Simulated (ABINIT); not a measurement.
Hubbard response calculation, with input and output: MnSi (part 4 of 4)

Continued. System: MnSi (2 atoms in the cell). Method: Kohn-Sham DFT of a periodic cell, LDA, DFT+U, JTH PAW LDA v2.0, spin-polarised (ABINIT 10.8.3); cutoff 707.5 eV, 4×4×4 k-mesh, fermi-dirac of 0.05 eV, collinear spins. The structure was made by swapping elements on the sites of another compound; it need not be a known phase.

Geometry of the input (Å; fractional positions):
```
2.9874  0.0000  0.0000
0.0000  2.9874  0.0000
0.0000  0.0000  2.9874
Mn 0.5000  0.5000  0.5000
Si 0.0000  0.0000  0.0000
```

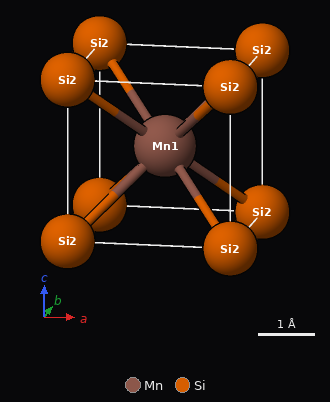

Figure 1. The structure as given in the input (ball-and-stick view of the cell of the calculation, seen slightly off an axis; atoms are numbered from 1 in the order of the input).

Log, continued
```
 The scalar U from the two-point regression scheme is   9.23283 eV.
*********************************************************************
*********************************************************************
Note: For more reliable linear regressions of the response
matrices, it is advised that you have more than two points.
See the LRUJ protocol for more information.

 URES      ii    nat       r_max    U(J)[eV]   U_ASA[eV]   U_inf[eV]
 URES       1      1     0.00000     2.30821     1.29770     0.87310
 URES       2      8     9.77820     8.09298     4.54998     3.06124
 URES       3     27     9.77820     8.89131     4.99881     3.36321
 URES       4     64    19.55630     9.08861     5.10973     3.43784
 URES       5    125    19.55630     9.15898     5.14929     3.46446
 URES       6    216    29.33450     9.19009     5.16679     3.47623

 ---------- calculate U, (J) end --------------

================================================================================

 ----iterations are completed or convergence reached----

 Mean square residual over all n,k,spin=   23.822E-13; max=  45.607E-12
 reduced coordinates (array xred) for    2 atoms
       0.500000000000      0.500000000000      0.500000000000
       0.000000000000      0.000000000000      0.000000000000
 rms dE/dt=  2.5229E-08; max dE/dt=  5.3417E-08; dE/dt below (all hartree)
    1       0.000000020915     -0.000000015260      0.000000053417
    2       0.000000006377     -0.000000011312     -0.000000011252

 cartesian coordinates (angstrom) at end:
    1      1.49371572898905     1.49371572898905     1.49371572898905
    2      0.00000000000000     0.00000000000000     0.00000000000000

 cartesian forces (hartree/bohr) at end:
    1     -0.00000000128755     0.00000000034962    -0.00000000572760
    2      0.00000000128755    -0.00000000034962     0.00000000572760
 frms,max,avg= 3.3953612E-09 5.7276005E-09  -2.417E-09  2.353E-09 -3.734E-09 h/b

 cartesian forces (eV/Angstrom) at end:
    1     -0.00000006620865     0.00000001797797    -0.00000029452506
    2      0.00000006620865    -0.00000001797797     0.00000029452506
 frms,max,avg= 1.7459649E-07 2.9452506E-07  -1.243E-07  1.210E-07 -1.920E-07 e/A
 length scales=  1.000000000000  1.000000000000  1.000000000000 bohr
              =  0.529177210544  0.529177210544  0.529177210544 angstroms
 Fermi (or HOMO) energy (hartree) =   0.32487   Average Vxc (hartree)=  -0.44306
 Magnetization (Bohr magneton)=  1.72150156E-01
 Total spin up =  9.58607508E+00   Total spin down =  9.41392492E+00
 Eigenvalues (hartree) for nkpt=  36  k points, SPIN UP:
 kpt#   1, nband= 15, wtk=  0.01563, kpt=  0.0000  0.0000  0.0000 (reduced coord)
  -2.54706   -1.41195   -1.41195   -1.41195   -0.11106    0.24532    0.24532    0.33125
   0.33125    0.33125    0.43420    0.43420    0.43420    0.62926    0.62926
      occupation numbers for kpt#   1
   1.00000    1.00000    1.00000    1.00000    1.00000    1.00000    1.00000    0.03010
   0.03010    0.03010    0.00000    0.00000    0.00000    0.00000    0.00000
 prteigrs : prtvol=0 or 1, do not print more k-points.

 Eigenvalues (hartree) for nkpt=  36  k points, SPIN DOWN:
 kpt#   1, nband= 15, wtk=  0.01563, kpt=  0.0000  0.0000  0.0000 (reduced coord)
  -2.53992   -1.40501   -1.40501   -1.40501   -0.11103    0.24849    0.24849    0.33828
   0.33828    0.33828    0.43421    0.43421    0.43421    0.63037    0.63037
      occupation numbers for kpt#   1
   1.00000    1.00000    1.00000    1.00000    1.00000    1.00000    1.00000    0.00068
   0.00068    0.00068    0.00000    0.00000    0.00000    0.00000    0.00000
 prteigrs : prtvol=0 or 1, do not print more k-points.

--- !EnergyTerms
iteration_state     : {dtset: 3, }
comment             : Components of total free energy in Hartree
kinetic             :  1.43669223466826E+01
hartree             :  2.87653952372145E+01
xc                  : -6.14056794494362E+00
Ewald energy        : -6.90843200073922E+01
psp_core            :  3.50635524107588E+00
local_psp           : -7.37655163143415E+01
PAW spherical_terms : -6.60775163929145E+00
internal            : -1.08959483080996E+02
'-kT*entropy'       : -6.97860210990179E-04
total_energy        : -1.08960180941207E+02
total_energy_eV     : -2.96495756902316E+03
...

--- !EnergyTermsDC
iteration_state     : {dtset: 3, }
comment             : '"Double-counting" decomposition of free energy'
band_energy         : -1.12446869758976E+01
Ewald energy        : -6.90843200073922E+01
psp_core            :  3.50635524107588E+00
xc_dc               : -2.82578474703686E+01
PAW spherical_terms : -3.87148447839449E+00
internal            : -1.08951983690977E+02
'-kT*entropy'       : -6.97860210990179E-04
total_energy_dc     : -1.08952681551188E+02
total_energy_dc_eV  : -2.96475350022475E+03
...

--- !EnergyTermsWithPAWCore
iteration_state     : {dtset: 3, }
comment             : 'Components of total free energy, including PAW core contributions'
Total energy        : -1.44557376589982E+03
Total energy DC     : -1.44556626650980E+03
Total energy (eV)   : -3.93360660909573E+04
Total energy DC (eV): -3.93358620221589E+04
...

 Cartesian components of stress tensor (hartree/bohr^3)
  sigma(1 1)=  1.29906360E-03  sigma(3 2)=  3.85283702E-10
  sigma(2 2)=  1.29906436E-03  sigma(3 1)=  6.07780575E-10
  sigma(3 3)=  1.29906577E-03  sigma(2 1)= -4.80887184E-10

-Cartesian components of stress tensor (GPa)         [Pressure= -3.8220E+01 GPa]
- sigma(1 1)=  3.82197707E+01  sigma(3 2)=  1.13354379E-05
- sigma(2 2)=  3.82197930E+01  sigma(3 1)=  1.78815219E-05
- sigma(3 3)=  3.82198345E+01  sigma(2 1)= -1.41481894E-05

================================================================================
== DATASET  4 ==================================================================

--- !DatasetInfo
iteration_state: {dtset: 4, }
dimensions: {natom: 2, nkpt: 36, mband: 15, nsppol: 2, nspinor: 1, nspden: 2, mpw: 1141, }
cutoff_energies: {ecut:  26.0, pawecutdg:  48.0, }
electrons: {nelect:   1.90000000E+01, charge:   0.00000000E+00, occopt:   3.00000000E+00, tsmear:   1.83746611E-03, }
meta: {optdriver: 0, ionmov: 0, optcell: 0, iscf: 17, paral_kgb: 0, }
...

 Exchange-correlation functional for the present dataset will be:
  LDA: Perdew-Wang 92 LSD fit to Ceperley-Alder data - ixc=7
  J.P.Perdew and Y.Wang, PRB 45, 13244 (1992)

 Real(R)+Recip(G) space primitive vectors, cartesian coordinates (Bohr,Bohr^-1):
 R(1)=  5.6454273  0.0000000  0.0000000  G(1)=  0.1771345  0.0000000  0.0000000
 R(2)=  0.0000000  5.6454273  0.0000000  G(2)=  0.0000000  0.1771345  0.0000000
 R(3)=  0.0000000  0.0000000  5.6454273  G(3)=  0.0000000  0.0000000  0.1771345
 Unit cell volume ucvol=  1.7992456E+02 bohr^3
 Angles (23,13,12)=  9.00000000E+01  9.00000000E+01  9.00000000E+01 degrees

 Coarse grid specifications (used for wave-functions):

 getcut: wavevector=  0.0000  0.0000  0.0000  ngfft=  27  27  27
         ecut(hartree)=     26.000   => boxcut(ratio)=   2.00643

 Fine grid specifications (used for densities):

 getcut: wavevector=  0.0000  0.0000  0.0000  ngfft=  36  36  36
         ecut(hartree)=     48.000   => boxcut(ratio)=   2.04465
--------------------------------------------------------------------------------

-inwffil : will read wavefunctions from disk file runi_DS4_WFK

 ******************************************
 DFT+U Method used: FLL
 ******************************************

================================================================================

--- !BeginCycle
iteration_state: {dtset: 4, }
solver: {iscf: 17, nstep: 120, nline: 4, wfoptalg: 10, }
tolerances: {tolvrs: 1.00E-09, }
...

     iter   Etot(hartree)      deltaE(h)  residm     nres2   difmagsph maxmagsph
 ETOT  1  -108.93782565915    -1.089E+02 5.750E-08 7.842E-02 1.843E-01 1.843E-01
 ETOT  2  -108.93804041940    -2.148E-04 4.680E-07 2.473E-01 3.960E-03 1.804E-01
 ETOT  3  -108.93771286555     3.276E-04 6.842E-05 1.018E-04 2.974E-03 1.833E-01
 ETOT  4  -108.93771856117    -5.696E-06 1.567E-07 8.257E-05 3.307E-04 1.837E-01
 ETOT  5  -108.93771828567     2.755E-07 2.630E-08 2.102E-05 2.473E-04 1.839E-01
 ETOT  6  -108.93771827562     1.005E-08 7.714E-09 4.037E-06 3.530E-04 1.843E-01
 ETOT  7  -108.93771827984    -4.218E-09 3.139E-09 3.408E-06 1.666E-04 1.844E-01
 ETOT  8  -108.93771827600     3.840E-09 5.623E-10 4.404E-07 2.306E-04 1.847E-01
 ETOT  9  -108.93771827563     3.632E-10 1.444E-10 8.948E-09 4.909E-05 1.847E-01
 ETOT 10  -108.93771827568    -4.286E-11 3.975E-11 5.549E-10 8.985E-06 1.847E-01

 At SCF step   10       nres2   =  5.55E-10 < tolvrs=  1.00E-09 =>converged.

 Cartesian components of stress tensor (hartree/bohr^3)
  sigma(1 1)=  1.29247278E-03  sigma(3 2)= -1.16467428E-09
  sigma(2 2)=  1.29247240E-03  sigma(3 1)= -1.04882972E-09
  sigma(3 3)=  1.29247324E-03  sigma(2 1)=  1.03067893E-09

--- !ResultsGS
iteration_state: {dtset: 4, }
comment   : Summary of ground state results
lattice_vectors:
- [  5.6454273,   0.0000000,   0.0000000, ]
- [  0.0000000,   5.6454273,   0.0000000, ]
- [  0.0000000,   0.0000000,   5.6454273, ]
lattice_lengths: [   5.64543,    5.64543,    5.64543, ]
lattice_angles: [ 90.000,  90.000,  90.000, ] # degrees, (23, 13, 12)
lattice_volume:   1.7992456E+02
convergence: {deltae: -4.286E-11, res2:  5.549E-10, residm:  3.975E-11, diffor: null, }
etotal    :  -1.08937718E+02
entropy   :   0.00000000E+00
fermie    :   3.25647126E-01
cartesian_stress_tensor: # hartree/bohr^3
- [  1.29247278E-03,   1.03067893E-09,  -1.04882972E-09, ]
- [  1.03067893E-09,   1.29247240E-03,  -1.16467428E-09, ]
- [ -1.04882972E-09,  -1.16467428E-09,   1.29247324E-03, ]
pressure_GPa:  -3.8026E+01
xred      :
- [  5.0000E-01,   5.0000E-01,   5.0000E-01, Mn]
- [  0.0000E+00,   0.0000E+00,   0.0000E+00, Si]
cartesian_forces: # hartree/bohr
- [  4.11886063E-10,  -5.21066042E-09,  -2.06391847E-09, ]
- [ -4.11886063E-10,   5.21066042E-09,   2.06391847E-09, ]
force_length_stats: {min:   5.61964337E-09, max:   5.61964337E-09, mean:   5.61964337E-09, }
...

 Integrated electronic and magnetization densities in atomic spheres:
 ------------------------------------------------------------------------------------------------------------
 Radius=ratsph(iatom), smearing ratsm=  0.0000. Diff(up-dn)=approximate z local magnetic moment.
    Atom    Radius    up_density   dn_density  Total(up+dn)  Diff(up-dn)
    1 Mn   2.11192     6.730050     6.545325     13.275375     0.184726
    2 Si   1.90945     0.715694     0.725867      1.441561    -0.010172
 ------------------------------------------------------------------------------------------------------------
  Sum:                 7.445745     7.271191     14.716936     0.174553
 Total magnetization (from the atomic spheres):                0.174553
 Total magnetization (exact up - dn):                          0.172869

 ---------- DFT+U DATA ---------------------------------------------------

 ====== For Atom     1, occupations for correlated orbitals. lpawu =   2

 Atom   1. Occ. for lpawu and for spin  1 =   2.11141
 Atom   1. Occ. for lpawu and for spin  2 =   1.95620
 => On atom   1,  local Mag. for lpawu is       -0.155214

 == Occupation matrix for correlated orbitals:

 Occupation matrix for spin  1
     0.46571   -0.00000   -0.00000   -0.00000   -0.00000
    -0.00000    0.46571   -0.00000    0.00000    0.00000
    -0.00000   -0.00000    0.35714   -0.00000   -0.00000
    -0.00000    0.00000   -0.00000    0.46571   -0.00000
    -0.00000    0.00000   -0.00000   -0.00000    0.35714

 Occupation matrix for spin  2
     0.41627    0.00000   -0.00000    0.00000    0.00000
     0.00000    0.41627   -0.00000   -0.00000    0.00000
    -0.00000   -0.00000    0.35369   -0.00000   -0.00000
     0.00000   -0.00000   -0.00000    0.41627   -0.00000
     0.00000    0.00000   -0.00000   -0.00000    0.35369

 ---------- calculate U, (J) start ----------

 All pawujat  ok and equal to   1
 macro_uj=1 and nspden=2: standard determination of Hubbard U-parameter

*********************************************************************
************************  Linear Response U  ************************

 Info printed for perturbed atom:    1

  Perturbations           Occupations
 --------------- -----------------------------
    alpha [eV]     Unscreened      Screened
 --------------- -----------------------------
   0.0000000000   4.0799383277   4.0799383277
   0.1500000000   4.0569570125   4.0676044307

                    Scalar response functions:
                    Chi0 [eV^-1]:     -0.34046
                    Chi [eV^-1]:      -0.08223

 The scalar U from the two-point regression scheme is   9.22444 eV.
*********************************************************************
*********************************************************************
Note: For more reliable linear regressions of the response
matrices, it is advised that you have more than two points.
See the LRUJ protocol for more information.

 URES      ii    nat       r_max    U(J)[eV]   U_ASA[eV]   U_inf[eV]
 URES       1      1     0.00000     2.30611     1.29652     0.87230
 URES       2      8     9.77820     8.08562     4.54584     3.05845
 URES       3     27     9.77820     8.88323     4.99426     3.36015
 URES       4     64    19.55630     9.08034     5.10508     3.43471
 URES       5    125    19.55630     9.15065     5.14461     3.46131
 URES       6    216    29.33450     9.18173     5.16209     3.47307

 ---------- calculate U, (J) end --------------

================================================================================

 ----iterations are completed or convergence reached----

 Mean square residual over all n,k,spin=   14.671E-13; max=  39.747E-12
 reduced coordinates (array xred) for    2 atoms
       0.500000000000      0.500000000000      0.500000000000
       0.000000000000      0.000000000000      0.000000000000
 rms dE/dt=  2.3852E-08; max dE/dt=  5.4982E-08; dE/dt below (all hartree)
    1       0.000000001423      0.000000054982      0.000000005940
    2       0.000000006074     -0.000000003851     -0.000000017364

 cartesian coordinates (angstrom) at end:
    1      1.49371572898905     1.49371572898905     1.49371572898905
    2      0.00000000000000     0.00000000000000     0.00000000000000

 cartesian forces (hartree/bohr) at end:
    1      0.00000000041189    -0.00000000521066    -0.00000000206392
    2     -0.00000000041189     0.00000000521066     0.00000000206392
 frms,max,avg= 3.2445026E-09 5.2106604E-09  -6.640E-10 -4.529E-09  1.012E-09 h/b

 cartesian forces (eV/Angstrom) at end:
    1      0.00000002118003    -0.00000026794293    -0.00000010613096
    2     -0.00000002118003     0.00000026794293     0.00000010613096
 frms,max,avg= 1.6683903E-07 2.6794293E-07  -3.414E-08 -2.329E-07  5.203E-08 e/A
 length scales=  1.000000000000  1.000000000000  1.000000000000 bohr
              =  0.529177210544  0.529177210544  0.529177210544 angstroms
 Fermi (or HOMO) energy (hartree) =   0.32565   Average Vxc (hartree)=  -0.44314
 Magnetization (Bohr magneton)=  1.72867700E-01
 Total spin up =  9.58643385E+00   Total spin down =  9.41356615E+00
 Eigenvalues (hartree) for nkpt=  36  k points, SPIN UP:
 kpt#   1, nband= 15, wtk=  0.01563, kpt=  0.0000  0.0000  0.0000 (reduced coord)
  -2.54961   -1.41440   -1.41440   -1.41440   -0.11087    0.24601    0.24601    0.33203
   0.33203    0.33203    0.43443    0.43443    0.43443    0.62957    0.62957
      occupation numbers for kpt#   1
   1.00000    1.00000    1.00000    1.00000    1.00000    1.00000    1.00000    0.03005
   0.03005    0.03005    0.00000    0.00000    0.00000    0.00000    0.00000
 prteigrs : prtvol=0 or 1, do not print more k-points.

 Eigenvalues (hartree) for nkpt=  36  k points, SPIN DOWN:
 kpt#   1, nband= 15, wtk=  0.01563, kpt=  0.0000  0.0000  0.0000 (reduced coord)
  -2.54239   -1.40739   -1.40739   -1.40739   -0.11086    0.24920    0.24920    0.33913
   0.33913    0.33913    0.43443    0.43443    0.43443    0.63068    0.63068
      occupation numbers for kpt#   1
   1.00000    1.00000    1.00000    1.00000    1.00000    1.00000    1.00000    0.00065
   0.00065    0.00065    0.00000    0.00000    0.00000    0.00000    0.00000
 prteigrs : prtvol=0 or 1, do not print more k-points.

--- !EnergyTerms
iteration_state     : {dtset: 4, }
comment             : Components of total free energy in Hartree
kinetic             :  1.43586076239626E+01
hartree             :  2.87367866319953E+01
xc                  : -6.14036653070826E+00
Ewald energy        : -6.90843200073922E+01
psp_core            :  3.50635524107588E+00
local_psp           : -7.37294518751744E+01
PAW spherical_terms : -6.60707285789090E+00
internal            : -1.08959461774132E+02
'-kT*entropy'       : -6.87207676190748E-04
total_energy        : -1.08960148981808E+02
total_energy_eV     : -2.96495669936362E+03
...

--- !EnergyTermsDC
iteration_state     : {dtset: 4, }
comment             : '"Double-counting" decomposition of free energy'
band_energy         : -1.12584185563067E+01
Ewald energy        : -6.90843200073922E+01
psp_core            :  3.50635524107588E+00
xc_dc               : -2.82293399438934E+01
PAW spherical_terms : -3.87130780148359E+00
internal            : -1.08937031068000E+02
'-kT*entropy'       : -6.87207676190748E-04
total_energy_dc     : -1.08937718275676E+02
total_energy_dc_eV  : -2.96434632875529E+03
...

--- !EnergyTermsWithPAWCore
iteration_state     : {dtset: 4, }
comment             : 'Components of total free energy, including PAW core contributions'
Total energy        : -1.44557373394042E+03
Total energy DC     : -1.44555130323429E+03
Total energy (eV)   : -3.93360652212978E+04
Total energy DC (eV): -3.93354548506894E+04
...

 Cartesian components of stress tensor (hartree/bohr^3)
  sigma(1 1)=  1.29247278E-03  sigma(3 2)= -1.16467428E-09
  sigma(2 2)=  1.29247240E-03  sigma(3 1)= -1.04882972E-09
  sigma(3 3)=  1.29247324E-03  sigma(2 1)=  1.03067893E-09

-Cartesian components of stress tensor (GPa)         [Pressure= -3.8026E+01 GPa]
- sigma(1 1)=  3.80258619E+01  sigma(3 2)= -3.42659004E-05
- sigma(2 2)=  3.80258507E+01  sigma(3 1)= -3.08576357E-05
- sigma(3 3)=  3.80258754E+01  sigma(2 1)=  3.03236210E-05

== END DATASET(S) ==============================================================
================================================================================

 -outvars: echo values of variables after computation  --------
            acell      1.0000000000E+00  1.0000000000E+00  1.0000000000E+00 Bohr
           etotal1    -1.0898269884E+02
           etotal2    -1.0896767505E+02
           etotal3    -1.0895268155E+02
           etotal4    -1.0893771828E+02
            fcart1    -3.7581524249E-08 -3.4872306142E-09 -1.6440269715E-10
                       3.7581524249E-08  3.4872306142E-09  1.6440269715E-10
            fcart2    -4.4739275412E-09  2.9405037992E-10  9.4175106887E-10
                       4.4739275412E-09 -2.9405037992E-10 -9.4175106887E-10
            fcart3    -1.2875532770E-09  3.4961589957E-10 -5.7276005052E-09
                       1.2875532770E-09 -3.4961589957E-10  5.7276005052E-09
            fcart4     4.1188606284E-10 -5.2106604159E-09 -2.0639184742E-09
                      -4.1188606284E-10  5.2106604159E-09  2.0639184742E-09
            rprim      5.6454272755E+00  0.0000000000E+00  0.0000000000E+00
                       0.0000000000E+00  5.6454272755E+00  0.0000000000E+00
                       0.0000000000E+00  0.0000000000E+00  5.6454272755E+00
           strten1     1.3123372941E-03  1.3123375355E-03  1.3123375719E-03
                       4.8476054221E-10  7.9725479927E-10 -1.0080285910E-09
           strten2     1.3056905399E-03  1.3056905075E-03  1.3056906258E-03
                       1.9005372982E-10  1.2972096753E-10 -1.8440482102E-10
           strten3     1.2990636006E-03  1.2990643590E-03  1.2990657692E-03
                       3.8528370218E-10  6.0778057518E-10 -4.8088718440E-10
           strten4     1.2924727764E-03  1.2924723958E-03  1.2924732358E-03
                      -1.1646742806E-09 -1.0488297207E-09  1.0306789280E-09
           xangst      1.4937157290E+00  1.4937157290E+00  1.4937157290E+00
                       0.0000000000E+00  0.0000000000E+00  0.0000000000E+00
             xred      5.0000000000E-01  5.0000000000E-01  5.0000000000E-01
                       0.0000000000E+00  0.0000000000E+00  0.0000000000E+00
 Calculation completed.
```

File lruj.log
```
.Version 10.8.3 of LRUJ
--------------------------------------------------------|---------------------------------------
 Linear:        -0.3443917    -0.0823441     9.2404912  |    0.0002989    0.0000093    0.0028721
 Quadratic:     -0.3443917    -0.0823441     9.2404912  |    0.0000115    0.0000007    0.0001459
 Cubic:         -0.3447382    -0.0823594     9.2411467  |    0.0000017    0.0000005    0.0000815
*************************************************************************************************
*************************************************************************************************
```
